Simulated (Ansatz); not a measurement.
# Bi2Te3: what the fields show

Input

```
crystal:
  lattice:
    - [2.1957255919, 1.2677027616, 10.4012764604]
    - [-2.1957255919, 1.2677027616, 10.4012764604]
    - [0.0, -2.5354055231, 10.4012764604]
  atoms:
    - { symbol: Bi, position: [0.3985326064, 0.3985326064, 0.3985326064] }
    - { symbol: Bi, position: [0.6014673936, 0.6014673936, 0.6014673936] }
    - { symbol: Te, position: [0.2131997963, 0.2131997963, 0.2131997963] }
    - { symbol: Te, position: [0.7868002037, 0.7868002037, 0.7868002037] }
    - { symbol: Te, position: [0.0, 0.0, 0.0] }
kpoints:
  mp_grid: { grid: [4, 4, 4] }
  band_path:
    path:
      - [0.0, 0.0, 0.0]
      - [0.5, 0.5, 0.5]
      - [0.8235290355, 0.1764709645, 0.5]
      - [0.5, -0.1764709645, 0.1764709645]
      - [0.5, 0.0, 0.0]
      - [0.3382354822, -0.3382354822, 0.0]
      - [0.6617645178, 0.0, 0.3382354822]
      - [0.5, 0.0, 0.5]
    npoints: 1
hamiltonian:
  xc: hse06
scf:
  occupations: { method: fixed }
  n_extra_bands: 5
output:
  forces: true
  stress: true
  eigenvalues: true
  write_density: true
  write_potential: true
  elf: true
  volumetric_format: npy
```

Command:

```sh
ansatz run input.yaml --threads 4 --pin off --max-ram 4608MiB --backend cpu --events-out ev --progress --plain --runs-dir out
```

Below, planes, directions and counts refer to the conventional cell (a = 4.39 Å, b = 4.39 Å, c = 31.20 Å, α = 90.00°, β = 90.00°, γ = 120.00°).

Space group R-3m; started from the tetradymite prototype, which need not be the ambient phase; changed on purpose from its base cell (uniaxial z strain -0.5%).

Method: Ansatz, DFT, HSE06, plane waves, PAW.

Core electrons are frozen (PAW), and the valence fields are smoothed inside the atomic spheres.

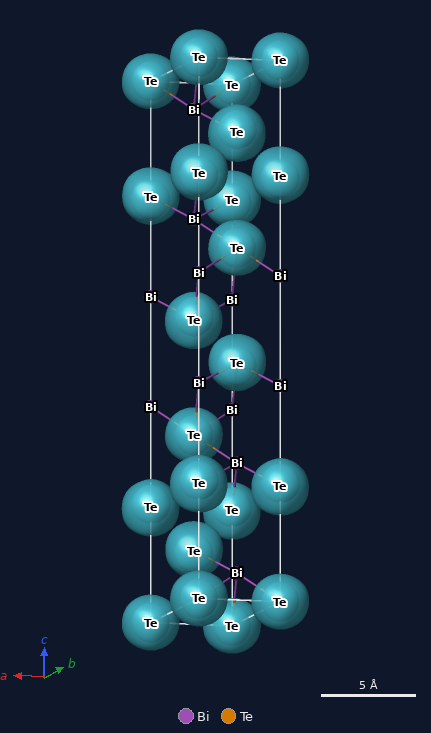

Figure 1. Isosurface of the ELF at 0.55 (cyan), seen at an oblique angle. Only the valence region is drawn (cores and ρ < 0.01 e/Å³ removed). Sticks mark near contacts.

### Where are the electrons localised?

At this value the surface marks out six regions on Te in which the atom's valence shell and bonds are merged and three regions wrapped around Te (the valence shell of each), counted in one cell of 15 atoms. Any copies at cell faces, edges or corners count once. Along the contacts the grid gives the following. Bi–Te (3.06 Å): the ELF peaks at about 0.70 in the valence shell of Te, 1.3 Å from its nucleus, and drops to about 0.35 between the two atoms. Bi–Te (3.25 Å): the ELF peaks at about 0.65 in the valence shell of Te, 1.3 Å from its nucleus, and drops to about 0.30 between the two atoms.

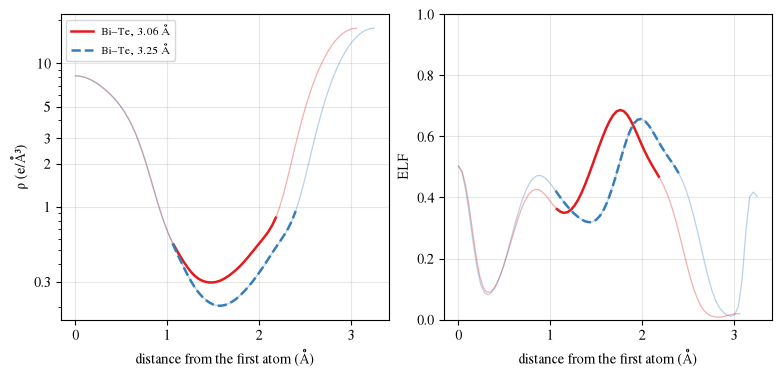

Figure 2. Valence electron density and electron localisation function along straight lines between neighbouring atoms. Thin, pale parts lie inside the atomic spheres.

### Compare the contacts.

Bi–Te (3.06 Å): ρ is about 0.3 e/Å³ halfway; the ELF peaks at about 0.70 in the valence shell of Te, 1.3 Å from its nucleus, and drops to about 0.35 between the two atoms.
Bi–Te (3.25 Å): the density is about 0.21 e/Å³ at the midpoint; the ELF peaks at about 0.65 in the valence shell of Te, 1.3 Å from its nucleus, and drops to about 0.30 between the two atoms.

### Does the calculation make it a metal, or give it a gap?

It is gapped, with a Kohn–Sham gap of 0.80 eV on the k-point mesh (the band edges may lie off the mesh, which would make the gap smaller).
